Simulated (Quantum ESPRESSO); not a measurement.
Single-point calculation of BaTiO$_{3}$ (part 2 of 2)

BaTiO$_{3}$ (P4mm, 5 atoms in the cell); Kohn-Sham DFT of a periodic cell, PBEsol, GBRV 1.5 PBEsol, no spin polarisation (Quantum ESPRESSO 7.5); cutoff 612.26 eV, 7×7×7 k-mesh, fermi-dirac of 0.05 eV. The structure derives from an entry of the Crystallography Open Database. The volume is scaled by 1.06.

**Output, continued**
```
   -47.0805 -23.4308 -23.4073 -23.3831 -15.2844  -7.0963  -6.5326  -6.4193
    -0.5769  -0.3738  -0.3470   5.8448   6.2367   6.5880   6.8948   7.3159
     7.9842   8.2731   8.4524   8.9382  12.1341  12.2692  12.4876  13.6887
    15.2967  16.1404  16.8270  17.5543

          k = 0.0000 0.2857 0.4266 (  2344 PWs)   bands (ev):

   -47.0803 -23.4431 -23.4067 -23.3826 -15.2607  -7.0391  -6.5005  -6.4244
    -0.5568  -0.4250  -0.3207   5.4952   5.9634   6.2977   6.8364   7.1247
     8.0823   8.1250   8.4170   8.9980  12.1763  12.6779  12.7974  13.7478
    15.8158  16.6846  17.4486  17.8165

          k = 0.0000 0.4286 0.0000 (  2352 PWs)   bands (ev):

   -47.0806 -23.4217 -23.4079 -23.3834 -15.2955  -7.3509  -6.4959  -6.2970
    -0.4165  -0.4149  -0.2462   5.6664   6.7506   6.7762   7.4052   7.6660
     7.6823   7.7931   8.5400   8.6383  11.3916  12.6079  12.6342  13.1551
    14.7790  16.1543  16.4956  17.4233

          k = 0.0000 0.4286 0.1422 (  2349 PWs)   bands (ev):

   -47.0805 -23.4212 -23.4147 -23.3832 -15.2845  -7.2683  -6.4905  -6.3300
    -0.4622  -0.3855  -0.3048   5.6285   6.6171   6.7611   6.7698   7.5334
     7.8285   8.3366   8.3533   8.5099  11.6785  12.6134  12.6627  13.4578
    15.0319  16.3138  16.8401  17.6884

          k = 0.0000 0.4286 0.2844 (  2339 PWs)   bands (ev):

   -47.0803 -23.4300 -23.4202 -23.3825 -15.2595  -7.0651  -6.4990  -6.3969
    -0.5476  -0.4384  -0.3177   5.5269   6.0257   6.2078   6.7892   7.2148
     8.0097   8.1308   8.3856   9.0035  12.2539  12.6257  12.8083  13.7574
    15.7532  16.6971  17.4666  17.7970

          k = 0.0000 0.4286 0.4266 (  2347 PWs)   bands (ev):

   -47.0802 -23.4423 -23.4194 -23.3820 -15.2393  -6.8671  -6.5390  -6.4476
    -0.5975  -0.5494  -0.2611   5.3365   5.6434   5.8656   6.8205   6.9710
     7.7749   8.4067   8.5203   9.2434  12.6316  12.6853  13.0106  13.8369
    16.3539  16.9754  17.2041  18.7438

          k = 0.1429 0.1429 0.0000 (  2357 PWs)   bands (ev):

   -47.0809 -23.4088 -23.3921 -23.3918 -15.3487  -7.2040  -6.5164  -6.4811
    -0.5616  -0.4986  -0.4040   6.6161   6.9006   7.0164   7.7185   7.9229
     8.2848   8.3565   8.9488   8.9608  11.4828  11.6007  11.6901  13.4157
    13.8807  15.0092  15.0314  16.7773

          k = 0.1429 0.1429 0.1422 (  2356 PWs)   bands (ev):

   -47.0808 -23.4158 -23.3918 -23.3915 -15.3344  -7.1686  -6.5307  -6.4713
    -0.5628  -0.5568  -0.3048   6.4413   6.8504   6.8747   7.6182   7.6269
     8.0557   8.5044   8.8306   8.8695  11.6665  11.7792  11.7867  13.8766
    13.9145  15.2726  15.3172  16.8801

          k = 0.1429 0.1429 0.2844 (  2340 PWs)   bands (ev):

   -47.0806 -23.4313 -23.3910 -23.3908 -15.3021  -7.1334  -6.5114  -6.4491
    -0.5664  -0.5387  -0.2366   5.9783   6.5559   6.7969   7.1895   7.3068
     7.8815   8.4960   8.6734   8.6762  11.7484  12.2572  12.2819  13.8666
    14.7630  15.8675  16.1269  17.3561

          k = 0.1429 0.1429 0.4266 (  2341 PWs)   bands (ev):

   -47.0805 -23.4437 -23.3904 -23.3903 -15.2758  -7.1524  -6.4409  -6.4310
    -0.5703  -0.4257  -0.2868   5.5512   6.4146   6.7208   6.7912   7.1631
     7.9951   8.3930   8.4551   8.5317  11.7900  12.6698  12.6943  13.8536
    15.2818  16.4678  16.9071  17.9243

          k = 0.1429 0.2857 0.0000 (  2346 PWs)   bands (ev):

   -47.0807 -23.4086 -23.4078 -23.3912 -15.3130  -7.2221  -6.4936  -6.4273
    -0.5333  -0.4382  -0.3220   6.0788   6.7135   6.9233   7.2159   7.6128
     7.8978   8.2775   8.6637   8.8034  11.5700  12.1524  12.2152  13.4719
    14.6134  15.6884  15.9157  17.5623

          k = 0.1429 0.2857 0.1422 (  2342 PWs)   bands (ev):

   -47.0806 -23.4150 -23.4078 -23.3909 -15.3007  -7.1584  -6.4967  -6.4349
    -0.5620  -0.5453  -0.2388   5.9994   6.5930   6.7983   7.2069   7.3082
     7.7696   8.4879   8.6304   8.7263  11.8052  12.2224  12.2582  13.8936
    14.7186  15.8966  16.1136  17.3469

          k = 0.1429 0.2857 0.2844 (  2342 PWs)   bands (ev):

   -47.0804 -23.4304 -23.4070 -23.3902 -15.2727  -7.0290  -6.5149  -6.4219
    -0.6361  -0.5980  -0.2352   5.7888   6.2477   6.5390   6.8950   7.2095
     7.5279   8.4552   8.6509   8.8903  12.2488  12.3487  12.5285  14.2616
    15.2852  16.3379  16.8009  17.3358

          k = 0.1429 0.2857 0.4266 (  2338 PWs)   bands (ev):

   -47.0803 -23.4427 -23.4063 -23.3897 -15.2500  -6.9581  -6.4914  -6.4110
    -0.6776  -0.5651  -0.3297   5.4872   6.0210   6.3276   6.7650   7.0700
     7.5924   8.4205   8.5666   8.9808  12.3176  12.7216  12.8354  14.3071
    15.8140  16.8485  17.3108  17.5487

          k = 0.1429 0.4286 0.0000 (  2343 PWs)   bands (ev):

   -47.0805 -23.4212 -23.4076 -23.3906 -15.2840  -7.2734  -6.4824  -6.3309
    -0.4702  -0.3842  -0.3044   5.6254   6.6308   6.7926   6.8091   7.4516
     7.7958   8.1574   8.4930   8.6174  11.6060  12.6257  12.6543  13.4630
    15.0527  16.3268  16.8265  17.6907

          k = 0.1429 0.4286 0.1422 (  2338 PWs)   bands (ev):

   -47.0804 -23.4208 -23.4144 -23.3903 -15.2732  -7.1906  -6.4738  -6.3527
    -0.5640  -0.4364  -0.2902   5.5945   6.4937   6.7155   6.7489   7.1640
     7.8496   8.3973   8.4629   8.5185  11.8469  12.6567  12.6861  13.8741
    15.1895  16.5025  16.9154  17.9026

          k = 0.1429 0.4286 0.2844 (  2337 PWs)   bands (ev):

   -47.0802 -23.4297 -23.4198 -23.3896 -15.2489  -6.9871  -6.4752  -6.3949
    -0.6655  -0.5822  -0.3276   5.5121   6.1006   6.2439   6.7492   7.1031
     7.5287   8.4135   8.5665   8.9818  12.3524  12.7016  12.8441  14.3190
    15.7556  16.8584  17.3316  17.5020

          k = 0.1429 0.4286 0.4266 (  2346 PWs)   bands (ev):

   -47.0801 -23.4419 -23.4191 -23.3891 -15.2291  -6.7863  -6.5131  -6.4253
    -0.7033  -0.6794  -0.4103   5.3332   5.8190   5.9433   6.8067   6.9926
     7.3457   8.5602   8.6587   9.2468  12.7260  12.7557  13.0487  14.4032
    16.3338  16.8487  17.3437  18.0095

          k = 0.2857 0.2857 0.0000 (  2334 PWs)   bands (ev):

   -47.0805 -23.4081 -23.4071 -23.4069 -15.2825  -7.1283  -6.4761  -6.4373
    -0.5861  -0.3866  -0.3385   5.8445   6.3350   6.5521   6.9165   7.3382
     7.7746   8.3780   8.3967   9.0051  12.0803  12.2428  12.4898  13.6933
    15.3036  16.1693  16.8106  17.5468

          k = 0.2857 0.2857 0.1422 (  2340 PWs)   bands (ev):

   -47.0804 -23.4144 -23.4071 -23.4067 -15.2714  -7.0549  -6.4577  -6.4488
    -0.6441  -0.5975  -0.2368   5.7898   6.3302   6.5102   6.9088   7.2211
     7.4389   8.4558   8.5811   8.9651  12.2364  12.3411  12.5270  14.2385
    15.2931  16.3567  16.7926  17.3306

          k = 0.2857 0.2857 0.2844 (  2344 PWs)   bands (ev):

   -47.0802 -23.4296 -23.4063 -23.4060 -15.2463  -6.8895  -6.4712  -6.4153
    -0.7742  -0.7631  -0.3180   5.6874   6.2601   6.3210   6.7135   7.0727
     7.0748   8.7334   8.7596   8.9625  12.5693  12.6148  12.6403  15.2411
    15.2588  16.8191  16.8390  17.1065

          k = 0.2857 0.2857 0.4266 (  2360 PWs)   bands (ev):

   -47.0800 -23.4418 -23.4057 -23.4055 -15.2259  -6.7660  -6.4759  -6.3803
    -0.8783  -0.7728  -0.5047   5.4448   6.0817   6.3160   6.4520   7.0120
     7.1705   8.7405   8.8883   9.0316  12.6638  12.9054  12.9241  15.2151
    15.8651  16.9986  17.0311  17.1884

          k = 0.2857 0.4286 0.0000 (  2341 PWs)   bands (ev):

   -47.0803 -23.4202 -23.4072 -23.4063 -15.2577  -7.0887  -6.4638  -6.4014
    -0.5622  -0.4455  -0.3151   5.5205   6.0851   6.2103   6.8414   7.1825
     7.8826   8.1500   8.3761   9.0734  12.1712  12.6435  12.8062  13.7204
    15.7948  16.7213  17.4751  17.7658

          k = 0.2857 0.4286 0.1422 (  2341 PWs)   bands (ev):

   -47.0802 -23.4198 -23.4137 -23.4062 -15.2476  -7.0061  -6.4459  -6.4002
    -0.6765  -0.5825  -0.3290   5.5081   6.1421   6.2506   6.7795   7.0806
     7.5047   8.3841   8.4998   9.0564  12.3246  12.7182  12.8393  14.2625
    15.7958  16.8715  17.3574  17.4821

          k = 0.2857 0.4286 0.2844 (  2357 PWs)   bands (ev):

   -47.0800 -23.4290 -23.4190 -23.4055 -15.2248  -6.8046  -6.4225  -6.3913
    -0.8711  -0.7880  -0.5030   5.4619   6.1439   6.2937   6.4289   7.0112
     7.1345   8.6734   8.9015   9.0714  12.6738  12.9021  12.9331  15.1920
    15.8612  16.9399  17.0451  17.2116

          k = 0.2857 0.4286 0.4266 (  2343 PWs)   bands (ev):

   -47.0799 -23.4411 -23.4183 -23.4050 -15.2062  -6.6014  -6.4492  -6.3744
    -0.9491  -0.9213  -0.7311   5.2920   5.8524   6.2873   6.4661   7.0064
     7.0455   8.9208   9.0000   9.2629  12.9659  12.9852  13.1361  15.4134
    16.2080  16.5754  16.8731  17.0356

          k = 0.4286 0.4286 0.0000 (  2340 PWs)   bands (ev):

   -47.0801 -23.4194 -23.4193 -23.4064 -15.2364  -6.9264  -6.4702  -6.4460
    -0.6083  -0.5665  -0.2610   5.3347   5.7009   5.8669   6.8933   6.9539
     7.7245   8.3455   8.4462   9.3202  12.6311  12.6653  13.0197  13.7507
    16.3800  16.9734  17.2420  18.7507

          k = 0.4286 0.4286 0.1422 (  2350 PWs)   bands (ev):

   -47.0800 -23.4191 -23.4190 -23.4132 -15.2268  -6.8443  -6.4449  -6.4265
    -0.7102  -0.6942  -0.4097   5.3333   5.8690   5.9492   6.8763   6.9776
     7.2832   8.4983   8.5849   9.3247  12.7350  12.7596  13.0550  14.3045
    16.3739  16.8565  17.3756  17.9828

          k = 0.4286 0.4286 0.2844 (  2346 PWs)   bands (ev):

   -47.0798 -23.4283 -23.4183 -23.4182 -15.2052  -6.6489  -6.3862  -6.3857
    -0.9474  -0.9325  -0.7300   5.2952   5.8745   6.2856   6.4869   7.0012
     7.0213   8.8826   8.9350   9.3386  12.9811  12.9895  13.1373  15.3168
    16.3285  16.6302  16.8537  16.9209

          k = 0.4286 0.4286 0.4266 (  2348 PWs)   bands (ev):

   -47.0797 -23.4404 -23.4176 -23.4176 -15.1877  -6.4663  -6.3704  -6.3371
    -1.1054  -1.0961  -1.0035   5.1456   5.8523   5.8793   6.8455   7.0001
     7.0197   9.2271   9.2559   9.3470  13.1971  13.2072  13.2152  15.7883
    16.0166  16.1763  16.4941  16.6960

     the Fermi energy is    10.2767 ev

!    total energy              =    -286.72473533 Ry
     estimated scf accuracy    <          4.8E-11 Ry
     smearing contrib. (-TS)   =      -0.00000000 Ry
     internal energy E=F+TS    =    -286.72473533 Ry

     The total energy is F=E-TS. E is the sum of the following terms:
     one-electron contribution =     -77.95356939 Ry
     hartree contribution      =      61.32368281 Ry
     xc contribution           =     -67.07664821 Ry
     ewald contribution        =    -203.01820054 Ry

     convergence has been achieved in  12 iterations

     negative rho (up, down):  8.994E-02 0.000E+00

     Forces acting on atoms (cartesian axes, Ry/au):

     atom    1 type  1   force =     0.00000000    0.00000000   -0.00021712
     atom    2 type  2   force =     0.00000000    0.00000000   -0.01630656
     atom    3 type  3   force =     0.00000000    0.00000000   -0.00493664
     atom    4 type  3   force =     0.00000000    0.00000000   -0.00493664
     atom    5 type  3   force =     0.00000000    0.00000000    0.02639697

     Total force =     0.031804     Total SCF correction =     0.000003

     Computing stress (Cartesian axis) and pressure

     negative rho (up, down):  8.994E-02 0.000E+00
          total   stress  (Ry/bohr**3)                   (kbar)     P=     -112.52
  -0.00078041   0.00000000   0.00000000         -114.80        0.00        0.00
   0.00000000  -0.00078041   0.00000000            0.00     -114.80        0.00
   0.00000000   0.00000000  -0.00073387            0.00        0.00     -107.96

=------------------------------------------------------------------------------=
   JOB DONE.
=------------------------------------------------------------------------------=
```

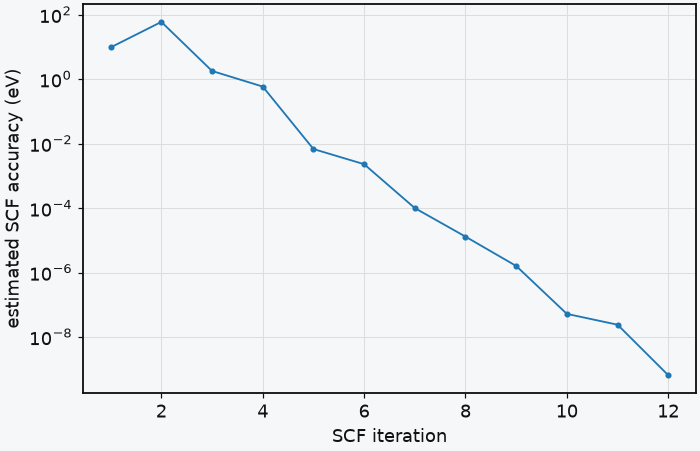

Figure 1. Convergence of the self-consistent field: estimated SCF accuracy against the iteration. The field takes 12 iterations in all.

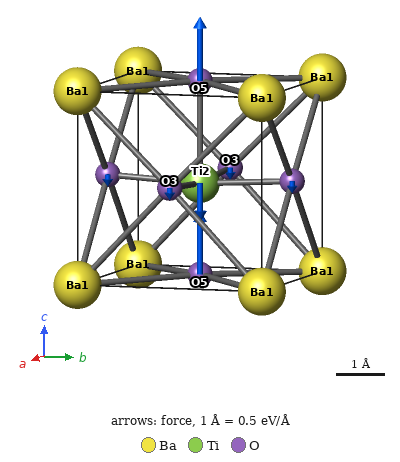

Figure 2. Forces on the atoms as blue arrows (ball-and-stick view of the cell of the calculation, seen slightly off an axis; atoms are numbered from 1 in the order of the input); the smallest are left out. The largest act on O5 (0.68 eV/Å); Ti2 (0.42 eV/Å). The geometry is not a stationary point of this energy.

The run was set up as follows.

**The input**
```
&CONTROL
  calculation = 'scf'
  prefix = 'pwscf'
  outdir = './tmp'
  pseudo_dir = './pseudo'
  tprnfor = .true.
  tstress = .true.
  disk_io = 'nowf'
/
&SYSTEM
  ibrav = 0
  nat = 5
  ntyp = 3
  ecutwfc = 45
  ecutrho = 360
  nbnd = 28
  occupations = 'smearing'
  smearing = 'fd'
  degauss = 0.00367493
/
&ELECTRONS
  conv_thr = 1d-09
  electron_maxstep = 120
  mixing_beta = 0.5
/
ATOMIC_SPECIES
Ba   137.3270 ba_pbesol_v1.uspp.F.UPF
Ti    47.8670 ti_pbesol_v1.4.uspp.F.UPF
O     15.9990 o_pbesol_v1.2.uspp.F.UPF
CELL_PARAMETERS angstrom
   4.0782473671    0.0000000000    0.0000000000
   0.0000000000    4.0782473671    0.0000000000
   0.0000000000    0.0000000000    4.0968043205
ATOMIC_POSITIONS crystal
Ba     0.0000000000    0.0000000000    0.0000000000
Ti     0.5000000000    0.5000000000    0.4900000000
O      0.0000000000    0.5000000000    0.5170000000
O      0.5000000000    0.0000000000    0.5170000000
O      0.5000000000    0.5000000000    0.0190000000
K_POINTS automatic
7 7 7 0 0 0
```

Run as:
```bash
OMP_NUM_THREADS=1 mpirun -n 2 pw.x -nk 2 -in pw.in > pw.out
```

**Summary**

| quantity | value |
| --- | --- |
| outcome | converged |
| space group (tolerance 0.01 Å) | P4mm (99) |
| electrons treated | 40 |
| free energy | −3901.0888 eV |
| Fermi energy | 10.277 eV |
| gap on the k-point mesh | 1.75 eV |
| pressure | −11.25 GPa |
| largest force (length of the vector) | 0.679 eV/Å |
| hardware | 2 threads of Arm Neoverse V1, 24 GiB of memory available, shared host |
| wall time | 37 s (CPU time 74 s) |
| peak memory | 0.5 GiB |

**Remarks**

Notes on the run: negative rho. The cell is under a tension of 11.3 GPa at this level, so it is not at its equilibrium volume.
